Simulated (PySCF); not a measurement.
# C₅H₅N: magnetic properties

Aim: compute the magnetic properties of C₅H₅N (`c1ccncc1`).

Programs: PySCF 2.14.0, with routines of our own; each step states its level. All values are computed. Atoms count from 0.

## Step 1: The system as given

11 atoms, charge 0, multiplicity 1; geometry from: GFN2-xTB.

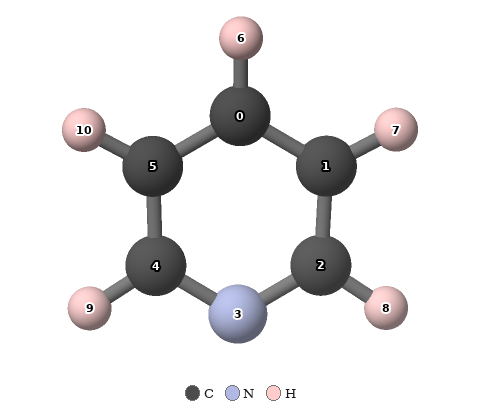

The starting geometry (carbon dark grey, nitrogen light blue, hydrogen pink).

## Step 2: Optimising the geometry at PBE0-D3(BJ)/def2-SVP

The job: settings as JSON, then the geometry in Å.

```
{"job": {"xc": "PBE0", "basis": "def2-SVP", "d3": "d3bj", "grid": 1, "kind": "geom"}, "charge": 0, "multiplicity": 1}
C      0.072246     1.185626    -0.023287
C      1.219518     0.408630     0.003071
C      1.077055    -0.970698     0.025259
N     -0.095001    -1.581335     0.024171
C     -1.185172    -0.834552     0.000678
C     -1.160378     0.552002    -0.024265
H      0.137280     2.264355    -0.042348
H      2.199883     0.859715     0.006690
H      1.941492    -1.621703     0.045298
H     -2.122020    -1.377002     0.002312
H     -2.079479     1.117633    -0.043542
```

On the command line:

```sh
> OMP_NUM_THREADS=1 python excited_run.py task.json out
```

One launch serves the whole session: the jobs run in the order shown.

What it wrote:

```text
step   0  E = -247.81809046  max force = 0.009898
step   1  E = -247.81917160  max force = 0.001405
step   2  E = -247.81917757  max force = 0.000192
optimisation converged
```

Wall time 6.8 s (1 thread of Intel Xeon 6975P-C, shared host); peak memory 0.49 GiB.

The steps of the relaxation:

| step | energy from step 0 (eV) | largest force component (eV/Å) |
| --- | --- | --- |
| 0 | 0.0000 | 0.5090 |
| 1 | -0.0294 | 0.0722 |
| 2 | -0.0296 | 0.0099 |

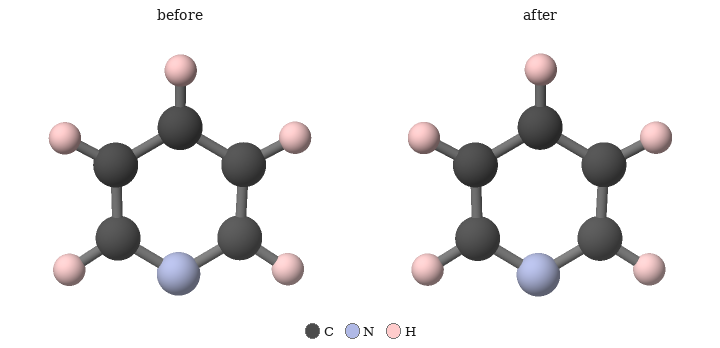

Before and after, at one scale.

Distances of close pairs at the start and the end, largest changes first:

| bond | before (Å) | after (Å) | change (Å) |
| --- | --- | --- | --- |
| C2–H8 | 1.082 | 1.097 | +0.014 |
| C4–H9 | 1.083 | 1.097 | +0.014 |
| C1–H7 | 1.079 | 1.092 | +0.013 |
| C5–H10 | 1.079 | 1.092 | +0.013 |
| C0–H6 | 1.081 | 1.093 | +0.012 |
| C2–N3 | 1.322 | 1.330 | +0.009 |
| N3–C4 | 1.322 | 1.330 | +0.009 |
| C1–C2 | 1.387 | 1.395 | +0.009 |

The end geometry stands in the next job.

| at the end point | value |
| --- | --- |
| point group (found at 0.08 Å tolerance) | C2v |
| rotational constants (GHz, main isotopes) | 6.050, 5.837, 2.971 |
| dipole moment (D) | 2.17 |

## Step 3: Magnetic properties: GIAO B3LYP/ANO-RCC-VDZP

The job: settings as JSON, then the geometry in Å.

```
{"job": {"kind": "mag", "xc": "B3LYP", "basis": "ANO-RCC-VDZP"}, "charge": 0, "multiplicity": 1}
C      0.079887     1.151119    -0.021483
C      1.231043     0.367572     0.005497
C      1.087005    -1.020133     0.030325
N     -0.091892    -1.636879     0.029722
C     -1.186189    -0.880580     0.003668
C     -1.158754     0.514321    -0.022505
H      0.147079     2.241873    -0.041323
H      2.225234     0.819770     0.007347
H      1.974391    -1.663915     0.051738
H     -2.145777    -1.411165     0.003494
H     -2.090012     1.084555    -0.043031
```

Level: GIAO B3LYP/ANO-RCC-VDZP magnetisability, rotational g tensor and spin-rotation constants, non-relativistic, gas phase.

What it wrote:

```text
coarse grid: 9592 points
cycle   1  E = -248.3253574683  dE =  9.301e-01  |g| = 3.420e-01  |ddm| = 4.936e+00
cycle   2  E = -248.3144177284  dE =  1.094e-02  |g| = 4.241e-01  |ddm| = 9.120e-01
cycle   3  E = -248.3575349831  dE = -4.312e-02  |g| = 8.108e-02  |ddm| = 5.039e-01
cycle   4  E = -248.3586237540  dE = -1.089e-03  |g| = 3.829e-02  |ddm| = 9.765e-02
cycle   5  E = -248.3589605845  dE = -3.368e-04  |g| = 1.081e-02  |ddm| = 4.853e-02
cycle   6  E = -248.3589895173  dE = -2.893e-05  |g| = 4.402e-03  |ddm| = 1.614e-02
cycle   7  E = -248.3589946325  dE = -5.115e-06  |g| = 3.018e-04  |ddm| = 4.522e-03
final grid: 93896 points
cycle   8  E = -248.3578128340  dE = -2.732e-05  |g| = 4.345e-03  |ddm| = 3.580e-02
cycle   9  E = -248.3578113623  dE =  1.472e-06  |g| = 5.060e-03  |ddm| = 9.870e-03
cycle  10  E = -248.3578179824  dE = -6.620e-06  |g| = 9.087e-04  |ddm| = 5.770e-03
cycle  11  E = -248.3578181661  dE = -1.837e-07  |g| = 3.072e-04  |ddm| = 1.164e-03
cycle  12  E = -248.3578181891  dE = -2.298e-08  |g| = 5.467e-05  |ddm| = 3.360e-04
cycle  13  E = -248.3578181895  dE = -4.250e-10  |g| = 3.426e-05  |ddm| = 8.514e-05
cycle  14  E = -248.3578181899  dE = -3.178e-10  |g| = 5.228e-06  |ddm| = 3.902e-05
converged SCF energy = -248.3578181899

Magnetisability tensor (1e-30 J/T^2)
     -444.61       -3.48       11.09
       -3.48     -504.71      -18.73
       11.09      -18.73    -1489.28
isotropic -812.87   principal values   -1489.75   -504.58   -444.27
isotropic susceptibility -48.952 1e-6 cm^3/mol

Inertial axes            a          b          c
rot. const./GHz      6.0500     5.8367     2.9707
chi total           -30.386    -26.755    -89.715
chi diamagnetic    -273.663   -274.567   -482.616
chi paramagnetic    243.276    247.813    392.901
quadrupole/D A       -2.684      7.077     -4.393
g nuclear            0.6105     0.5757     0.5928
g electronic        -0.6915    -0.6795    -0.5483
g total             -0.0809    -0.1038     0.0445

Spin-rotation constants (kHz, H = +C I.J)
atom  isotope        aa         bb         cc
  3    14N        1.324      1.869      0.020
  6     1H        0.722     -0.600     -0.283
  7     1H       -0.315      0.384     -0.297
  8     1H       -0.263      0.414     -0.242
  9     1H       -0.262      0.413     -0.242
 10     1H       -0.316      0.385     -0.297
  0    13C*       3.056      2.107      0.306
  1    13C*       2.556      2.231      0.332
  2    13C*       2.604      2.668      0.459
* in the singly substituted isotopologue
```

Wall time 17 s (1 thread of Intel Xeon 6975P-C, shared host); peak memory 0.55 GiB.

From this job:

| quantity | value |
| --- | --- |
| magnetisability | -813·10⁻³⁰ J/T² |
| molar susceptibility | -49.0·10⁻⁶ cm³/mol |
| rotational g (a, b, c) | -0.0809, -0.1038, 0.0445 |

Orbitals, density, ELF and potential are computed afterwards from the orbital file.

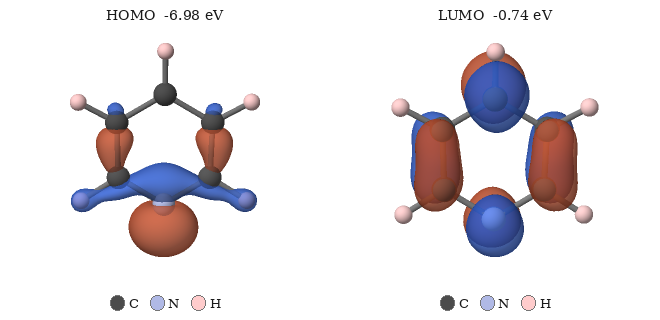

B3LYP/ANO-RCC-VDZP orbitals near the gap, drawn at the value that encloses 70 % of each; the two colours are the two signs.

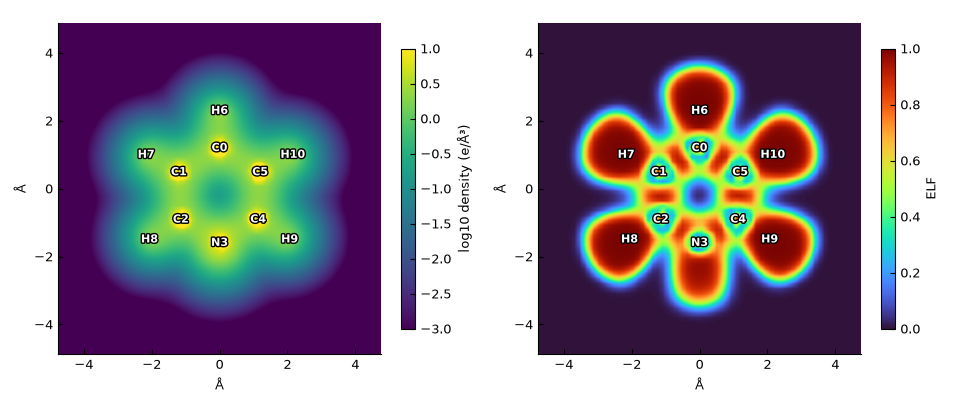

Density (left) and ELF (right) in a plane through or near 11 of the atoms.

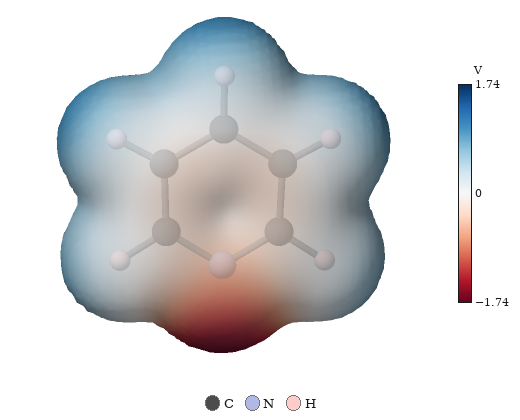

The potential that a unit positive charge feels on the 0.002 e/bohr³ surface, from the 1st to the 99th percentile, from -1.74 V near N3 to 1.07 V near H6.

## Step 4: What came out

```
                                                quantity                     value
                                             point group                       C2v
                    rotational constants (main isotopes)      6.05, 5.84, 2.97 GHz
       magnetisability (step 3, GIAO B3LYP/ANO-RCC-VDZP)           -813·10⁻³⁰ J/T²
  molar susceptibility (step 3, GIAO B3LYP/ANO-RCC-VDZP)        -49.0·10⁻⁶ cm³/mol
rotational g (a, b, c) (step 3, GIAO B3LYP/ANO-RCC-VDZP)  -0.0809, -0.1038, 0.0445
                   surface potential, 1st and 99th percentile        -1.74 V and 1.07 V
```

What this shows: The optimisation took 2 steps and gained 0.030 eV; among the close pairs (by a distance rule), C2–H8 changed most, from 1.082 to 1.097 Å. No frequency check was run at this level, so the end point may be a saddle. By nearest atom (B3LYP/ANO-RCC-VDZP), the HOMO sits on N3 66 % and the LUMO on C0 26 %; N3 25 %. Vibrational averaging and real surroundings are missing from these values.
